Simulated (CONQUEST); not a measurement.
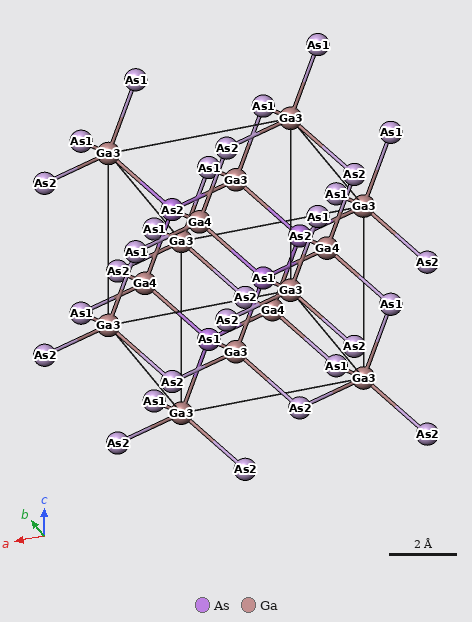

Fig. 1: The input geometry (ball-and-stick view of the cell 2 times as large as that of the calculation, set on its symmetry axes, seen at an oblique angle; neighbours outside the cell are drawn fainter; atoms are numbered from 1 in the order of the input).

**GaAs: density-of-states run**

System: GaAs (F-43m, 4 atoms in the cell).
Method: Kohn-Sham DFT of a periodic cell, LDA-GTH, PseudoDojo NC LDA, no spin polarisation (CONQUEST 1.3).

The structure derives from an entry of the Crystallography Open Database. It belongs to a series of runs on one base structure; here: volume scaled by 1.15.

The input
```
IO.Title GaAs
IO.Coordinates coords.dat
IO.FractionalAtomicCoords T
IO.Iprint 2
IO.Iprint_init 1
General.NumberOfSpecies 2
General.PseudopotentialType hamann
General.FunctionalType 2
General.DifferentFunctional T
AtomMove.TypeOfRun static
AtomMove.FullStress T
Grid.GridCutoff 100
DM.SolutionMethod diagon
Diag.MPMesh T
Diag.GammaCentred T
Diag.MPMeshX 4
Diag.MPMeshY 4
Diag.MPMeshZ 3
Diag.kT 0.00367493
minE.SCTolerance 1e-6
SC.MaxIters 100
IO.AtomChargeOutput T
IO.writeDOS T
IO.write_proj_DOS T
IO.DumpChargeDensity T
IO.DumpTotPot T
%block ChemicalSpeciesLabel
1 74.920 As
2 69.720 Ga
%endblock
```

Command:
```bash
Conquest, then PostProcessCQ with the Process lines added to Conquest_input
```

What the program printed
```
Simulation cell dimensions:     7.9150 a0 x     7.9150 a0 x    11.1935 a0

      Atomic coordinates (a0)
         Atom         X         Y         Z  Species
            1    0.0000    3.9575    2.7984        1
            2    3.9575    0.0000    8.3951        1
            3    0.0000    0.0000    0.0000        2
            4    3.9575    3.9575    5.5967        2

         Monkhorst-Pack mesh:   4 x   4 x   3 gamma-centred
        This calculation includes non-local pseudopotentials,
         with a maximum core radius of      7.96143864

    Job title: GaAs
    Job to be run: static calculation

    Ground state search:
      Support functions represented with PAO basis
      1:1 PAO to SF mapping
      Non-spin-polarised electrons
      Solving for the K matrix using diagonalisation
      Using Fermi-Dirac smearing

    Integration grid size:     36 x   36 x   60

    Integration grid spacing:  0.220 a0 x 0.220 a0 x 0.187 a0

    Number of species:  2
    --------------------------------------------------------
    |   #  mass (au)  Charge (e)  SF Rad (a0)  NSF  Label  |
    --------------------------------------------------------
    |   1     74.920      15.000        7.255   18  As     |
    |   2     69.720      13.000        8.355   18  Ga     |
    --------------------------------------------------------
          SCF tolerance:                 0.00000100
          SCF iterations:               100

    The functional used will be LDA GTH96

           radial cut-off to be used is taken to be max PAO cut-off radius for this species:    6.879799

           greatest ang. mom. for making density from PAOs:  2

           radial cut-off to be used is taken to be max PAO cut-off radius for this species:    7.961439

           greatest ang. mom. for making density from PAOs:  2
    Minimum blocs/proc is     1215. Maximum blocs/proc is     1215
    set_atom_dens: In set_atomic_density, electrons :      56.000000000000
 matrix_size & matrix_size_padH =           72          72

    Screened ion int: energy:    -286.135335451051 Ha

    new_SC_potl: Starting.  Tolerance:  0.10000E-05

    PulayMixSC: Starting Pulay mixing, A_up =  0.500 A_dn =  0.500
    PulayMixSC: Spin non-polarised calculation.
          Harris-Foulkes Energy            :      -364.712093665208840 Ha
          GroundState Energy (E-(1/2)TS)   :      -364.712284591973116 Ha
          Free Energy (E-TS)               :      -364.712475518737335 Ha
          DFT Total Energy                 :      -364.681764690729153 Ha
          Total number of electrons        :        55.999999999997257
    PulayMixSC: Pulay iteration     1 residual:              0.15811E-02
          Harris-Foulkes Energy            :      -364.696517799782555 Ha
          GroundState Energy (E-(1/2)TS)   :      -364.696701696061609 Ha
          Free Energy (E-TS)               :      -364.696885592340664 Ha
          DFT Total Energy                 :      -364.694530893204160 Ha
          Total number of electrons        :        56.000021447394580
    PulayMixSC: Pulay iteration     2 residual:              0.57640E-03
          Harris-Foulkes Energy            :      -364.695200214705096 Ha
          GroundState Energy (E-(1/2)TS)   :      -364.695385575690352 Ha
          Free Energy (E-TS)               :      -364.695570936675665 Ha
          DFT Total Energy                 :      -364.694997838277800 Ha
          Total number of electrons        :        56.000036518044681
    PulayMixSC: Pulay iteration     3 residual:              0.19742E-03
          Harris-Foulkes Energy            :      -364.695056089133345 Ha
          GroundState Energy (E-(1/2)TS)   :      -364.695241327181748 Ha
          Free Energy (E-TS)               :      -364.695426565230150 Ha
          DFT Total Energy                 :      -364.695051491974255 Ha
          Total number of electrons        :        56.000045304992788
    PulayMixSC: Pulay iteration     4 residual:              0.42435E-04
          Harris-Foulkes Energy            :      -364.695053164984756 Ha
          GroundState Energy (E-(1/2)TS)   :      -364.695238415012170 Ha
          Free Energy (E-TS)               :      -364.695423665039584 Ha
          DFT Total Energy                 :      -364.695053069534083 Ha
          Total number of electrons        :        56.000045968574724
    PulayMixSC: Pulay iteration     5 residual:              0.51690E-05
          Harris-Foulkes Energy            :      -364.695052573245505 Ha
          GroundState Energy (E-(1/2)TS)   :      -364.695237829796724 Ha
          Free Energy (E-TS)               :      -364.695423086347944 Ha
          DFT Total Energy                 :      -364.695052569896632 Ha
          Total number of electrons        :        56.000047600331598
    PulayMixSC: Pulay iteration     6 residual:              0.63383E-06
    PulayMixSC: Reached SCF tolerance of  0.63383E-06 after      6 iterations
      | Number of electrons      =        56.000048
      |* band energy as 2Tr[K.H] =       -50.421172799549367 Ha
      |  screened ion-ion energy =      -286.135335451051162 Ha
      |  Ha correction           =         1.042171168489060 Ha
      |  XC correction           =       -29.180722143352749 Ha
      | GS Energy as E-(1/2)TS   =      -364.695237829796724 Ha
      | Free Energy as E-TS      =      -364.695423086347944 Ha
      |* Harris-Foulkes energy   =      -364.695052573245505 Ha
      |* DFT total energy        =      -364.695052569896632 Ha
      |  estimated accuracy      =        -0.000000003348873 Ha
    get_E_and_F: Change in energy during last step of electronic optimisation:  0.59174E-06

    BIBLIOGRAPHY: Please consider citing the following references in the conquest.bib file

    CONQUEST:         Bowler2002pt, Miyazaki2004, Nakata2020
    Basis:            Bowler2019
    DM:               Bowler:2006xr
    Pseudopotentials: Hamann2013, Bowler2019

    Warnings written to file Conquest_warnings; please check
```

File coords.dat
```
    7.9149694445     0.0000000000     0.0000000000
    0.0000000000     7.9149694445     0.0000000000
    0.0000000000     0.0000000000    11.1934571349
4
  0.0000000000   0.5000000000   0.2500000000 1 T T T
  0.5000000000   0.0000000000   0.7500000000 1 T T T
  0.0000000000   0.0000000000   0.0000000000 2 T T T
  0.5000000000   0.5000000000   0.5000000000 2 T T T
```

File PostProcessCQ.log
```
CONQUEST charge density conversion and STM image simulation

D. R. Bowler (UCL) and A. Nakata (NIMS)

  Creating projected density of states (pDOS); also generating DOS

  Calculating density of states (DOS)
    Reading k-points from eigenvalues file, not setting from input file
    Fermi level:     -0.18609 Ha   (=    -5.064 eV)
  Reading bands between   -0.100E+13Ha and    0.100E+13Ha
  Bands     1 to    72 were written out by CONQUEST
  DOS lower limit set by user:     -0.98610 Ha
  DOS upper limit set by user:      0.31390 Ha
  Sigma set by user:     0.002000 Ha
  Dividing DOS into   401 bins of width     0.003290 Ha
 iDOS_low is    9.9999999970000637
  DOS between      -0.994 Ha and Ef integrates to       35.997 electrons
  DOS between      -0.994 Ha and       0.322 Ha integrates to       65.196 electrons

  Calculating projected density of states (DOS)
    Resolving in l
    Producing pDOS for all atoms in cell
  Opening block file: hilbert_make_blk.dat
  Original run on        1 processors
  Results of integrating pDOS between      -0.994 and       0.322 Ha (electrons per atom).
       Atom       Total        l=0        l=1        l=2
          1       5.415      1.730      3.502      0.183
          2       5.415      1.730      3.502      0.183
          3      12.584      1.089      1.267     10.228
          4      12.584      1.089      1.267     10.228
  Integrated pDOS:      35.997 electrons
```

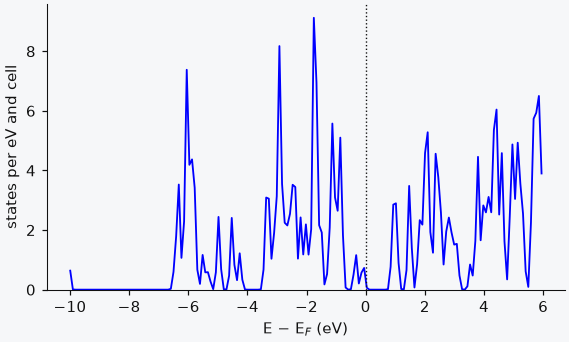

Fig. 2: Density of states from the levels on the mesh of the run, whose fine structure reflects that mesh, with energies from the Fermi level of the run. At the top of the window the curve may fall because the computed bands end.

Results in brief

```json
{"quantity": "outcome", "value": "converged"}
{"quantity": "space group (tolerance 0.01 Å)", "value": "F-43m (216)"}
{"quantity": "electrons treated", "value": "56"}
{"quantity": "free energy", "value": "−9923.8680 eV"}
{"quantity": "Fermi energy of the self-consistent step", "value": "−5.064 eV"}
{"quantity": "gap on the k-point mesh", "value": "none (metallic)"}
{"quantity": "hardware", "value": "1 thread of AMD EPYC (Zen 5), 16 GiB of memory available, shared host"}
{"quantity": "wall time", "value": "13 s"}
{"quantity": "peak memory", "value": "0.54 GiB"}
```

Notes

Further notes kept with the run: read_and_write: Functional in input file differs to pseudopotential but proceeding: 2 -1012.
